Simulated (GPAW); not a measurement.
**Work function of 2H-TaSTe monolayer at several levels**

How far do functional and basis move the work function of 2H-TaSTe monolayer?

Calculated with GPAW 26.7.0; GPAW, PAW setups; layer in a repeated cell with vacuum, relaxation of atoms and in-plane cell, in the first sound run; inputs show where later runs differ.

## (1) The starting structure

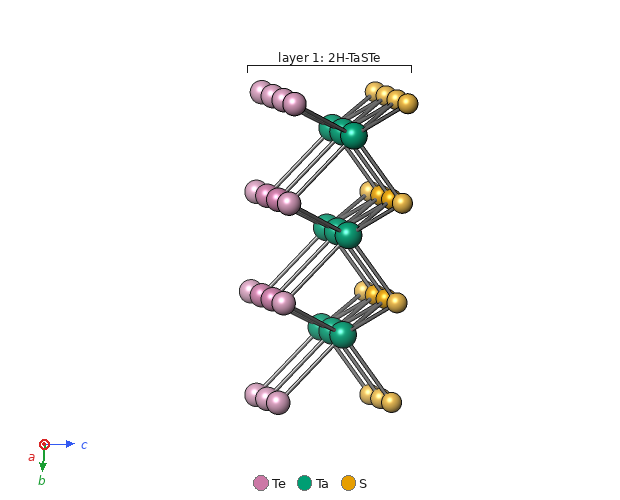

The cell as given, from the side, with the c axis across the page (tellurium pink, tantalum teal, sulfur orange). 2×2×1 cells are drawn. Some periodic images of atoms are drawn too.

The cell holds 3 atoms: 1 Te, 1 Ta and 1 S. Its edges and angles: a = 3.657 Å, b = 3.657 Å, c = 21.548 Å, α = 90.0°, β = 90.0°, γ = 120.0°. Vacuum lies along c.

## (2) Relaxation

Forces are removed first; all later runs use this geometry.

run.py reads:

```python
import json
import numpy as np
from ase import Atoms
from ase.filters import FrechetCellFilter
from ase.optimize import BFGS
from gpaw import GPAW, PW

slab = Atoms(
    ['Te', 'Ta', 'S'],
    positions=[
        [-0.00000, 2.11152, 9.00000],
        [0.00000, 0.00000, 11.03135],
        [-0.00000, 2.11152, 12.54841]],
    cell=[[3.65726, 0.0, 0.0], [-1.82863, 3.16728, 0.0], [0.0, 0.0, 21.5484]],
    pbc=[True, True, True])

slab.calc = GPAW(mode=PW(600), xc='PBE', kpts={'size': (9, 9, 1), 'gamma': True},
                 occupations={'name': 'fermi-dirac', 'width': 0.05}, nbands='160%',
                 convergence={'density': 1e-05}, maxiter=200,
                 symmetry={'tolerance': 1e-3}, txt='slab.txt')
result = {}
# The in-plane cell is free; stress needs a cell that repeats along all three vectors
path = []
opt = BFGS(FrechetCellFilter(slab, mask=[1, 1, 0, 0, 0, 1]), maxstep=0.2)
opt.attach(lambda: path.append((slab.get_potential_energy(), slab.positions.tolist(), slab.get_forces().tolist())))
result['relaxed'] = bool(opt.run(fmax=0.02, steps=45))
result['path'] = path
result['cell'] = slab.cell.tolist()
print('in-plane lattice', slab.cell.cellpar().round(4)[[0, 1, 5]])
energy = slab.get_potential_energy()
fermi = slab.calc.get_fermi_level()
v = slab.calc.get_electrostatic_potential().mean((0, 1)) - fermi
n = slab.calc.get_pseudo_density().mean((0, 1))
L = slab.cell[2, 2]
z = np.arange(len(v)) * L / len(v)
low, high = slab.positions[:, 2].min(), slab.positions[:, 2].max()
below, above = np.interp([low - 6.8, high + 6.8], z, v)
slopes = [np.interp(x, z, np.gradient(v, z)) for x in (low - 6.8, high + 6.8)]
eps = np.array([[slab.calc.get_eigenvalues(k, s) for k in range(len(slab.calc.get_ibz_k_points()))]
                for s in range(slab.calc.get_number_of_spins())]) - fermi
top, bottom = eps[eps < 0].max(), eps[eps > 0].min()
dipole = slab.get_dipole_moment()[2]
print(f'energy {energy:.4f} eV, Fermi level {fermi:.4f} eV, dipole {dipole:.5f} e A')
print(f'potential 6.8 A off the faces, from the Fermi level: lower {below:.4f} eV, upper {above:.4f} eV')
print(f'slope of the potential there: lower {slopes[0]:.5f}, upper {slopes[1]:.5f} eV/A')
print(f'nearest levels on the mesh: {top:.4f} and {bottom:.4f} eV')
print('magnetic moment', round(slab.get_magnetic_moment(), 3))
result.update(energy=energy, fermi=fermi, dipole=dipole, below=below, above=above, slopes=slopes, edges=[top, bottom],
              z=z.tolist(), v=v.tolist(), n=n.tolist(), positions=slab.positions.tolist(),
              forces=slab.get_forces(apply_constraint=False).tolist(), moments=slab.get_magnetic_moments().tolist())
json.dump(result, open('result.json', 'w'))
```

On the command line:

```
> OMP_NUM_THREADS=1 OPENBLAS_NUM_THREADS=1 python run.py
```

Output:

```text
Step          Energy          fmax
BFGS:    0      -18.864885        1.653165
BFGS:    1      -18.991800        1.319176
BFGS:    2      -19.190028        0.483412
BFGS:    3      -19.201771        0.108770
BFGS:    4      -19.202222        0.068924
BFGS:    5      -19.202552        0.068654
BFGS:    6      -19.202910        0.067045
BFGS:    7      -19.203083        0.044556
BFGS:    8      -19.203143        0.025586
BFGS:    9      -19.203158        0.009055
in-plane lattice [  3.5231   3.5231 120.    ]
energy -19.1879 eV, Fermi level -1.3565 eV, dipole -0.04831 e A
potential 6.8 A off the faces, from the Fermi level: lower 5.0448 eV, upper 5.2167 eV
slope of the potential there: lower -0.03744, upper -0.03755 eV/A
nearest levels on the mesh: -0.0169 and 0.1056 eV
magnetic moment 0.0
```

Elapsed: 5.5 min, on 1 thread of Arm Neoverse V1, shared host; peak memory 0.34 GiB.

This step gave:

| Quantity | Value |
| --- | --- |
| dipole along the normal | -0.04831 e·Å |
| levels nearest the Fermi level on the mesh | -0.01693, 0.1056 eV from the Fermi level |

Table of electrostatic potential energy of an electron (without an applied field's), less the Fermi level, planar mean by z:

```csv
z (Å),"electrostatic potential energy of an electron (without an applied field's), less the Fermi level, planar mean (eV)"
0,5.13
1,5.09
2,5.06
3,5.02
4,4.98
5,4.94
6,4.90
7,4.69
8,1.74
9,-20.0
10,-3.55
11,-18.2
12,-8.14
13,-1.81
14,5.10
15,5.36
16,5.34
17,5.30
18,5.26
19,5.23
20,5.19
21,5.15
```

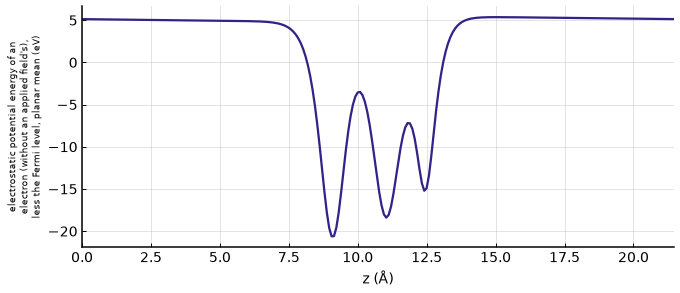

Electrostatic potential energy of an electron (without an applied field's), less the Fermi level, planar mean against z.

The pseudo valence density, planar mean by z:

```csv
z (Å),"pseudo valence density, planar mean (e/Å³)"
5,2.7e-5
6,4.8e-4
7,0.00840
8,0.125
9,0.127
10,0.328
11,1.07
12,0.462
13,0.281
14,0.0183
15,7.2e-4
16,3.1e-5
```

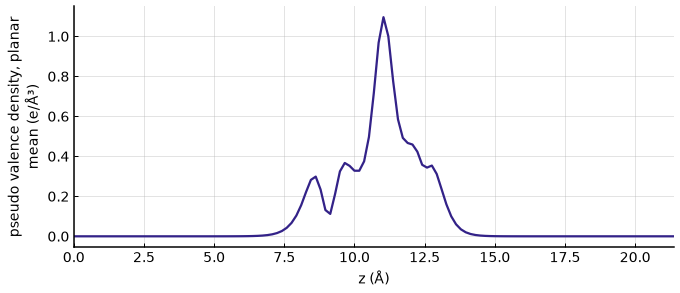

Pseudo valence density, planar mean against z.

The relaxation lowered the energy of the cell by 0.339 eV (energies extrapolated to zero smearing; the optimiser's log prints free energies). The largest force left on a free atom is 0.0091 eV/Å.

## (3) The slab's potential

With the geometry fixed, the planar mean of the potential gives the vacuum level on each side.

This step: GPAW, PAW setups; slab in vacuum (GPAW 26.7.0).

The cell differs from the one that the last finished run ended in (c 21.548 → 21.365 Å).

run.py: that of step 2 with these lines changed.

```diff
@@ -3,4 +3,2 @@
 from ase import Atoms
-from ase.filters import FrechetCellFilter
-from ase.optimize import BFGS
 from gpaw import GPAW, PW
@@ -10,21 +8,14 @@
     positions=[
-        [-0.00000, 2.11152, 9.00000],
-        [0.00000, 0.00000, 11.03135],
-        [-0.00000, 2.11152, 12.54841]],
-    cell=[[3.65726, 0.0, 0.0], [-1.82863, 3.16728, 0.0], [0.0, 0.0, 21.5484]],
-    pbc=[True, True, True])
+        [0.00000, 2.03407, 9.00000],
+        [-0.00000, 0.00000, 10.94632],
+        [0.00000, 2.03407, 12.36513]],
+    cell=[[3.52312, 0.0, 0.0], [-1.76156, 3.05111, 0.0], [0.0, 0.0, 21.3651]],
+    pbc=[True, True, False])
 
-slab.calc = GPAW(mode=PW(600), xc='PBE', kpts={'size': (9, 9, 1), 'gamma': True},
+slab.calc = GPAW(mode=PW(400), xc='PBE', kpts={'size': (9, 9, 1), 'gamma': True},
                  occupations={'name': 'fermi-dirac', 'width': 0.05}, nbands='160%',
                  convergence={'density': 1e-05}, maxiter=200,
+                 poissonsolver={'dipolelayer': 'xy'},
                  symmetry={'tolerance': 1e-3}, txt='slab.txt')
 result = {}
-# The in-plane cell is free; stress needs a cell that repeats along all three vectors
-path = []
-opt = BFGS(FrechetCellFilter(slab, mask=[1, 1, 0, 0, 0, 1]), maxstep=0.2)
-opt.attach(lambda: path.append((slab.get_potential_energy(), slab.positions.tolist(), slab.get_forces().tolist())))
-result['relaxed'] = bool(opt.run(fmax=0.02, steps=45))
-result['path'] = path
-result['cell'] = slab.cell.tolist()
-print('in-plane lattice', slab.cell.cellpar().round(4)[[0, 1, 5]])
 energy = slab.get_potential_energy()
```

Output:

```text
energy -19.1564 eV, Fermi level -1.3286 eV, dipole -0.03590 e A
potential 6.8 A off the faces, from the Fermi level: lower 4.8381 eV, upper 5.4372 eV
slope of the potential there: lower 0.00006, upper -0.00005 eV/A
nearest levels on the mesh: -0.0169 and 0.1049 eV
magnetic moment 0.0
```

The job ended after 31 s (1 thread; peak memory 0.22 GiB).

Numbers from this step:

```yaml
dipole_along_the_normal: -0.03590 e·Å
levels_nearest_the_fermi_level_on_the_mesh: -0.01693, 0.1049 eV from the Fermi level
upper_work_function: 5.437 eV
lower_work_function: 4.838 eV
```

The electrostatic potential energy of an electron (without an applied field's), less the Fermi level, planar mean by z:

```csv
z (Å),"electrostatic potential energy of an electron (without an applied field's), less the Fermi level, planar mean (eV)"
0,5.14
2,4.84
4,4.84
6,4.82
8,0.871
10,-3.59
12,-9.55
14,5.20
16,5.44
18,5.44
20,5.44
```

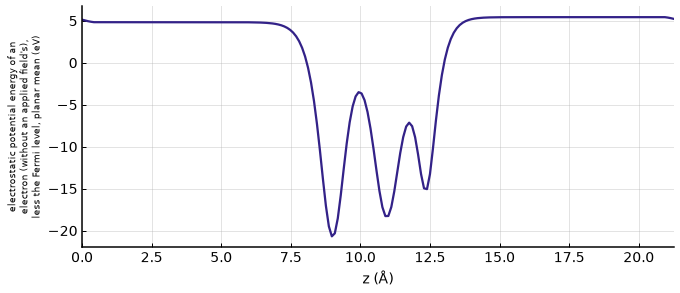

Electrostatic potential energy of an electron (without an applied field's), less the Fermi level, planar mean against z.

The pseudo valence density, planar mean by z:

```csv
z (Å),"pseudo valence density, planar mean (e/Å³)"
4,2.3e-6
6,6.3e-4
8,0.154
10,0.327
12,0.452
14,0.0142
16,2.4e-5
```

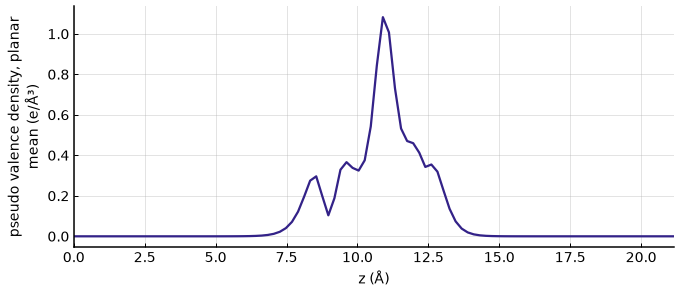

Pseudo valence density, planar mean, plotted against z.

The potential is flat to 5.8e-5 eV/Å where it is read, so the vacuum is wide enough.

## (4) Self-consistent run: xc = "vdW-DF2"

The same geometry under vdW-DF2, to see how far the functional moves the levels against the vacuum (the van der Waals functionals take revPBE setups).

run.py: that of step 3 with these lines changed.

```diff
@@ -14,3 +14,3 @@
 
-slab.calc = GPAW(mode=PW(400), xc='PBE', kpts={'size': (9, 9, 1), 'gamma': True},
+slab.calc = GPAW(mode=PW(400), xc='vdW-DF2', kpts={'size': (9, 9, 1), 'gamma': True},
                  occupations={'name': 'fermi-dirac', 'width': 0.05}, nbands='160%',
```

Output:

```text
energy -296.0547 eV, Fermi level -1.5124 eV, dipole -0.03738 e A
potential 6.8 A off the faces, from the Fermi level: lower 5.1290 eV, upper 5.7530 eV
slope of the potential there: lower 0.00005, upper -0.00005 eV/A
nearest levels on the mesh: -0.0061 and 0.0955 eV
magnetic moment 0.0
```

Elapsed: 42 s, on 1 thread; peak memory 0.39 GiB.

Numbers from this step:

```yaml
dipole_along_the_normal: -0.03738 e·Å
levels_nearest_the_fermi_level_on_the_mesh: -0.006083, 0.09550 eV from the Fermi level
upper_work_function: 5.753 eV
lower_work_function: 5.129 eV
```

Electrostatic potential energy of an electron (without an applied field's), less the Fermi level, planar mean against z:

```csv
z (Å),"electrostatic potential energy of an electron (without an applied field's), less the Fermi level, planar mean (eV)"
0,5.44
2,5.13
4,5.13
6,5.11
8,0.900
10,-3.87
12,-9.60
14,5.48
16,5.75
18,5.75
20,5.75
```

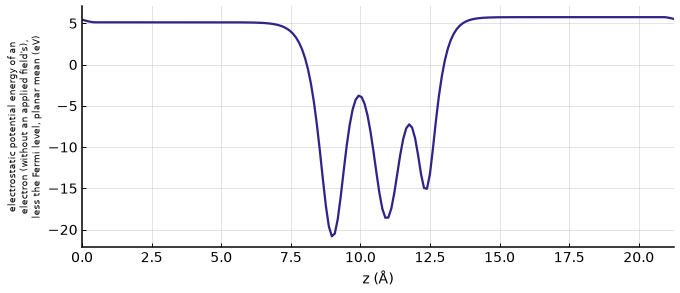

Electrostatic potential energy of an electron (without an applied field's), less the Fermi level, planar mean against z.

The pseudo valence density, planar mean by z:

```csv
z (Å),"pseudo valence density, planar mean (e/Å³)"
4,5.0e-6
6,8.1e-4
8,0.154
10,0.327
12,0.454
14,0.0152
16,3.1e-5
```

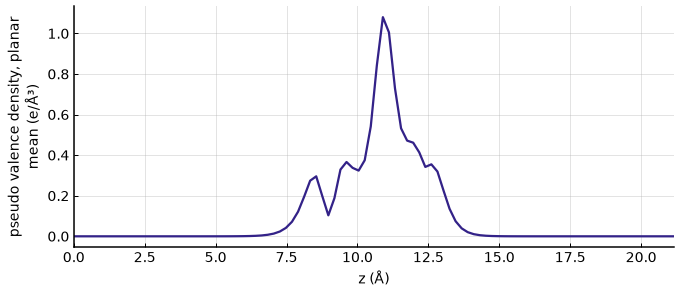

Pseudo valence density, planar mean against z.

Force by atom:

```csv
atom,x (eV/Å),y (eV/Å),z (eV/Å),size
Te1,0.000,0.000,-0.831,0.831
Ta2,0.000,0.000,0.161,0.161
S3,0.000,0.000,0.670,0.670
```

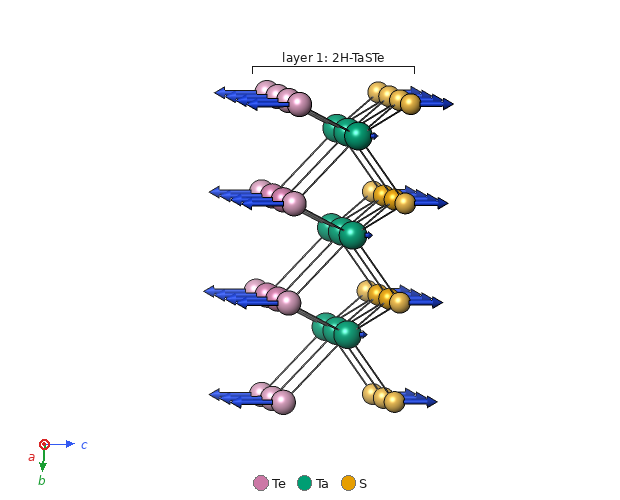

Force as arrows, the longest 0.831 eV/Å. 2×2×1 cells are drawn. Some periodic images of atoms are drawn too.

The upper face's work function is 5.753 eV, against 5.437 eV in the first plane-wave PBE run at this geometry.

## (5) Self-consistent run: xc = "LDA"

The same geometry under LDA, to see how far the functional moves the levels against the vacuum.

run.py: that of step 4 with these lines changed.

```diff
@@ -14,3 +14,3 @@
 
-slab.calc = GPAW(mode=PW(400), xc='vdW-DF2', kpts={'size': (9, 9, 1), 'gamma': True},
+slab.calc = GPAW(mode=PW(400), xc='LDA', kpts={'size': (9, 9, 1), 'gamma': True},
                  occupations={'name': 'fermi-dirac', 'width': 0.05}, nbands='160%',
```

Output:

```text
energy -21.3799 eV, Fermi level -1.6099 eV, dipole -0.03254 e A
potential 6.8 A off the faces, from the Fermi level: lower 5.1332 eV, upper 5.6757 eV
slope of the potential there: lower 0.00006, upper -0.00005 eV/A
nearest levels on the mesh: -0.0077 and 0.0977 eV
magnetic moment 0.0
```

Wall time 29 s (1 thread); peak memory 0.2 GiB.

Numbers from this step:

```yaml
dipole_along_the_normal: -0.03254 e·Å
levels_nearest_the_fermi_level_on_the_mesh: -0.007689, 0.09767 eV from the Fermi level
upper_work_function: 5.676 eV
lower_work_function: 5.133 eV
```

Electrostatic potential energy of an electron (without an applied field's), less the Fermi level, planar mean against z:

```csv
z (Å),"electrostatic potential energy of an electron (without an applied field's), less the Fermi level, planar mean (eV)"
0,5.40
2,5.13
4,5.13
6,5.12
8,1.19
10,-3.24
12,-9.24
14,5.44
16,5.68
18,5.68
20,5.68
```

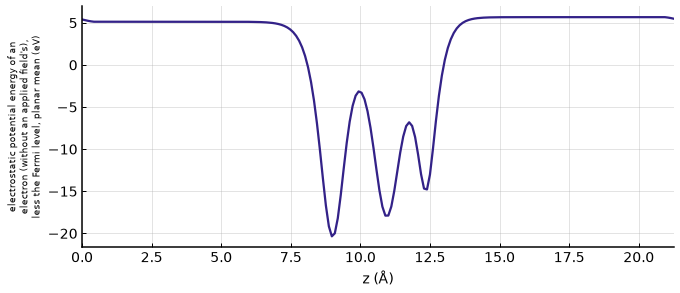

Electrostatic potential energy of an electron (without an applied field's), less the Fermi level, planar mean, plotted against z.

The upper face's work function is 5.676 eV, against 5.437 eV in the first plane-wave PBE run at this geometry.

## (6) Self-consistent run: xc = "revPBE"

The same geometry under revPBE, to see how far the functional moves the levels against the vacuum.

run.py: that of step 5 with these lines changed.

```diff
@@ -14,3 +14,3 @@
 
-slab.calc = GPAW(mode=PW(400), xc='LDA', kpts={'size': (9, 9, 1), 'gamma': True},
+slab.calc = GPAW(mode=PW(400), xc='revPBE', kpts={'size': (9, 9, 1), 'gamma': True},
                  occupations={'name': 'fermi-dirac', 'width': 0.05}, nbands='160%',
```

Output:

```text
energy -18.2133 eV, Fermi level -1.2358 eV, dipole -0.03690 e A
potential 6.8 A off the faces, from the Fermi level: lower 4.7294 eV, upper 5.3454 eV
slope of the potential there: lower 0.00006, upper -0.00005 eV/A
nearest levels on the mesh: -0.0187 and 0.1077 eV
magnetic moment 0.0
```

It took 31 s on 1 thread; peak memory 0.22 GiB.

Numbers from this step:

| Quantity | Value |
| --- | --- |
| dipole along the normal | -0.03690 e·Å |
| levels nearest the Fermi level on the mesh | -0.01873, 0.1077 eV from the Fermi level |
| upper work function | 5.345 eV |
| lower work function | 4.729 eV |

The upper face's work function is 5.345 eV, against 5.437 eV in the first plane-wave PBE run at this geometry.

## (7) Self-consistent run: xc = "RPBE"

The same geometry under RPBE, to see how far the functional moves the levels against the vacuum.

run.py: that of step 6 with these lines changed.

```diff
@@ -14,3 +14,3 @@
 
-slab.calc = GPAW(mode=PW(400), xc='revPBE', kpts={'size': (9, 9, 1), 'gamma': True},
+slab.calc = GPAW(mode=PW(400), xc='RPBE', kpts={'size': (9, 9, 1), 'gamma': True},
                  occupations={'name': 'fermi-dirac', 'width': 0.05}, nbands='160%',
```

Output:

```text
energy -18.0529 eV, Fermi level -1.2247 eV, dipole -0.03743 e A
potential 6.8 A off the faces, from the Fermi level: lower 4.7212 eV, upper 5.3461 eV
slope of the potential there: lower 0.00006, upper -0.00005 eV/A
nearest levels on the mesh: -0.0197 and 0.1084 eV
magnetic moment 0.0
```

Wall time 31 s (1 thread); peak memory 0.21 GiB.

This step gave:

| Item | Value |
| --- | --- |
| dipole along the normal | -0.03743 e·Å |
| levels nearest the Fermi level on the mesh | -0.01966, 0.1084 eV from the Fermi level |
| upper work function | 5.346 eV |
| lower work function | 4.721 eV |

The upper face's work function is 5.346 eV, against 5.437 eV in the first plane-wave PBE run at this geometry.

## (8) OptPBE vdW: xc = "optPBE-vdW"

The same geometry under optPBE-vdW, to see how far the functional moves the levels against the vacuum (the van der Waals functionals take revPBE setups).

run.py: that of step 7 with these lines changed.

```diff
@@ -14,3 +14,3 @@
 
-slab.calc = GPAW(mode=PW(400), xc='RPBE', kpts={'size': (9, 9, 1), 'gamma': True},
+slab.calc = GPAW(mode=PW(400), xc='optPBE-vdW', kpts={'size': (9, 9, 1), 'gamma': True},
                  occupations={'name': 'fermi-dirac', 'width': 0.05}, nbands='160%',
```

Output:

```text
energy -56.5931 eV, Fermi level -1.4760 eV, dipole -0.03642 e A
potential 6.8 A off the faces, from the Fermi level: lower 5.0355 eV, upper 5.6434 eV
slope of the potential there: lower 0.00006, upper -0.00005 eV/A
nearest levels on the mesh: -0.0137 and 0.1005 eV
magnetic moment 0.0
```

Run time: 44 s. Hardware: 1 thread; peak memory 0.39 GiB.

This step gave:

```
dipole along the normal                    : -0.03642 e·Å
levels nearest the Fermi level on the mesh : -0.01367, 0.1005 eV from the Fermi level
upper work function                        : 5.643 eV
lower work function                        : 5.036 eV
```

The electrostatic potential energy of an electron (without an applied field's), less the Fermi level, planar mean by z:

```csv
z (Å),"electrostatic potential energy of an electron (without an applied field's), less the Fermi level, planar mean (eV)"
0,5.34
1,5.04
2,5.04
3,5.04
4,5.04
5,5.03
6,5.02
7,4.76
8,0.936
9,-20.6
10,-3.63
11,-18.3
12,-9.53
13,-0.0964
14,5.38
15,5.63
16,5.64
17,5.64
18,5.64
19,5.64
20,5.64
21,5.61
```

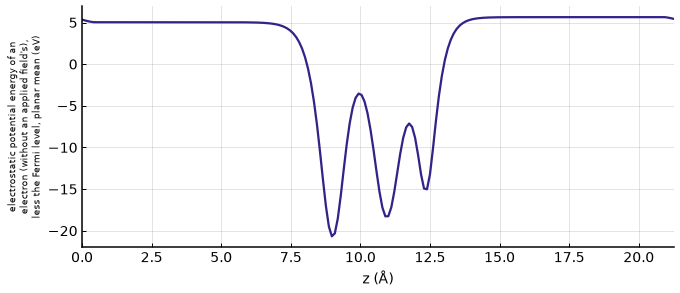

Electrostatic potential energy of an electron (without an applied field's), less the Fermi level, planar mean, plotted against z.

The upper face's work function is 5.643 eV, against 5.437 eV in the first plane-wave PBE run at this geometry.

(Continued in part 2 of 2.)

[Logs are printed without paths, hosts, clocks, repeated set-up lines and the standing remarks that a program may print on its own settings, such as how far it seeks lower states.]

[Hosts, paths, dates, database ids (printed as entryN), source tags and the programs' standing remarks are cut or masked in the printed files.]
